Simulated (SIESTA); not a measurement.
## Energy of NiSi2 along an even scaling of the cell

System: NiSi2 (Fm-3m, 3 atoms in the cell).
Method: Kohn-Sham DFT of a periodic cell, PBEsol, PseudoDojo 0.4 standard, converted to PSML, spin-polarised (SIESTA 5.4.2).

The 7 runs differ only in the geometry, by an even scaling of the cell at fixed fractional positions. The structure derives from an entry of the Crystallography Open Database.

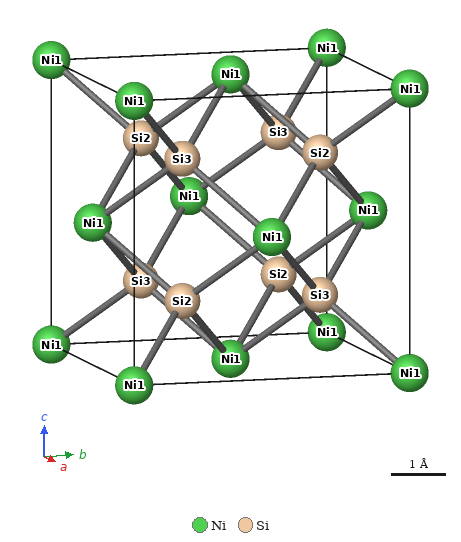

Figure 1. The structure of run 4 (ball-and-stick view of the cell 4 times as large as that of the calculation, set on its symmetry axes, seen slightly off an axis; atoms are numbered from 1 in the order of the input). An atom can appear more than once, as a periodic image.

## Input of run 4
```
SystemName                      Si2Ni
SystemLabel                     Si2Ni
NumberOfSpecies                 2
NumberOfAtoms                   3
%block ChemicalSpeciesLabel
  1  28 Ni
  2  14 Si
%endblock ChemicalSpeciesLabel

LatticeConstant                 1.0 Ang
%block LatticeVectors
     0.0000000000     2.7030000000     2.7030000000
     2.7030000000     0.0000000000     2.7030000000
     2.7030000000     2.7030000000     0.0000000000
%endblock LatticeVectors
AtomicCoordinatesFormat         Fractional
%block AtomicCoordinatesAndAtomicSpecies
     0.0000000000     0.0000000000     0.0000000000  1  Ni
     0.7500000000     0.7500000000     0.7500000000  2  Si
     0.2500000000     0.2500000000     0.2500000000  2  Si
%endblock AtomicCoordinatesAndAtomicSpecies

%block kgrid.MonkhorstPack
    7   0   0  0.0
    0   7   0  0.0
    0   0   7  0.0
%endblock kgrid.MonkhorstPack
XC.Functional                   GGA
XC.Authors                      PBEsol
PAO.BasisSize                   DZP
PAO.EnergyShift                 0.003 Ry
Mesh.Cutoff                     800 Ry
Spin                            polarized
%block DM.InitSpin
    1   1.000
    2   0.000
    3   0.000
%endblock DM.InitSpin
OccupationFunction              FD
ElectronicTemperature           0.05 eV
MaxSCFIterations                200
SCF.MustConverge                false
SCF.Mixer.Method                Pulay
SCF.Mixer.Weight                0.1
SCF.Mixer.History               10
SCF.DM.Tolerance                5.0e-05
SCF.H.Tolerance                 1.0e-03 eV
WriteForces                     true
Charge.Mulliken                 end
%block PAO.Basis
  Ni 5
  n=3 0 2
    2.437 0.000
  n=4 0 2
    7.067 0.000
  n=3 1 2
    2.721 0.000
  n=4 1 1
    7.067
  n=3 2 2
    4.466 0.000
%endblock PAO.Basis
```

Command:
```bash
siesta < Si2Ni.fdf > Si2Ni.out 2>&1
```

Run 2 differs from it as follows:
```diff
-     0.0000000000     2.7030000000     2.7030000000
-     2.7030000000     0.0000000000     2.7030000000
-     2.7030000000     2.7030000000     0.0000000000
+     0.0000000000     2.6664684948     2.6664684948
+     2.6664684948     0.0000000000     2.6664684948
+     2.6664684948     2.6664684948     0.0000000000
```

## Results, with one run withheld

| run | volume per atom (Å³) | free energy per atom, from the lowest run given (meV) | pressure (GPa) |
| --- | --- | --- | --- |
| 1 | 12.376 | 19.26 | 10.09 |
| 2 | 12.639 | ? | ? |
| 3 | 12.902 | 0.23 | 1.88 |
| 4 | 13.166 | 0.00 | −1.58 |
| 5 | 13.429 | 5.18 | −4.63 |
| 6 | 13.692 | 15.18 | −7.35 |
| 7 | 13.956 | 29.47 | −9.75 |

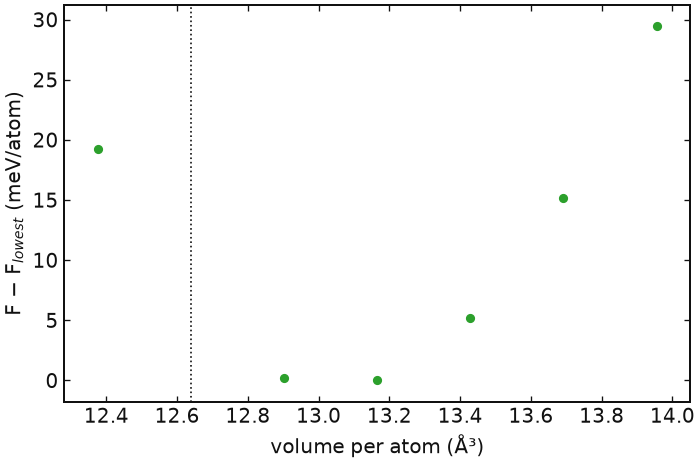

Figure 2. Free energy per atom of the runs given; the dotted line marks run 2.

Fit the runs given and predict run 2.

A cubic polynomial in V^(−2/3) (the Birch–Murnaghan form), fitted to the 6 runs given, misses them by at most 0.02 meV per atom. With x = V^(−2/3) − 0.17871 Å⁻², it reads F = 0.90617 − 1692.8 x + 4.7507e+05 x² + 6.255e+05 x³ (meV per atom). At run 2 it gives 6.40 meV per atom, and the run itself gives 6.39. The slope of the fit gives a pressure −dF/dV of 5.73 GPa there, and the run prints 5.76 GPa. The fit has its minimum at 13.042 Å³ per atom, where V d²F/dV² gives 170 GPa: the bulk modulus at this level, since symmetry fixes the shape and the positions.

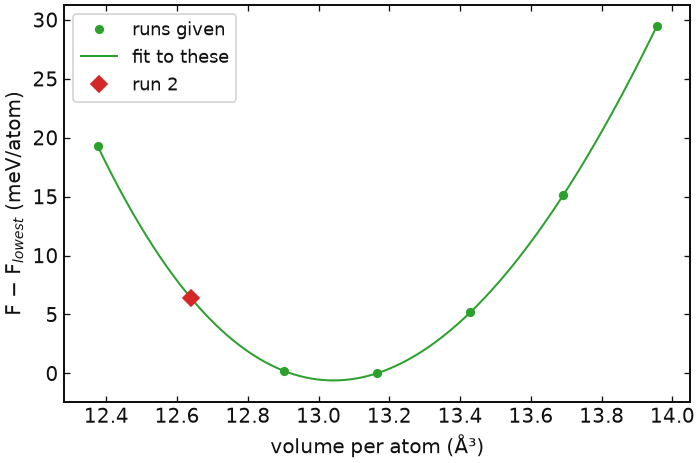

Figure 3. The fit and the withheld run.

## Some lines of the output (run 2)
```
[...]
outcell: Cell volume (Ang**3)        :     37.9175
stepf: Fermi-Dirac step function
siesta: Etot    =     -4785.972128
siesta: FreeEng =     -4785.980496
        iscf     Eharris(eV)        E_KS(eV)     FreeEng(eV)     dDmax    Ef(eV) dHmax(eV)
siesta: E_KS(eV) =            -4793.0208
siesta: E_KS - E_eggbox =     -4793.0208
siesta: Etot    =     -4793.020840
siesta: FreeEng =     -4793.027842
siesta:         Fermi =      -4.977526
siesta: Cell volume =         37.917471 Ang**3
    Orbital volume contribution        =           3.012803 eV
```

Notes: Points of doubt noted for this run: mulliken charges of long orbitals. With a small basis of atomic orbitals these values can differ much from converged plane-wave results.
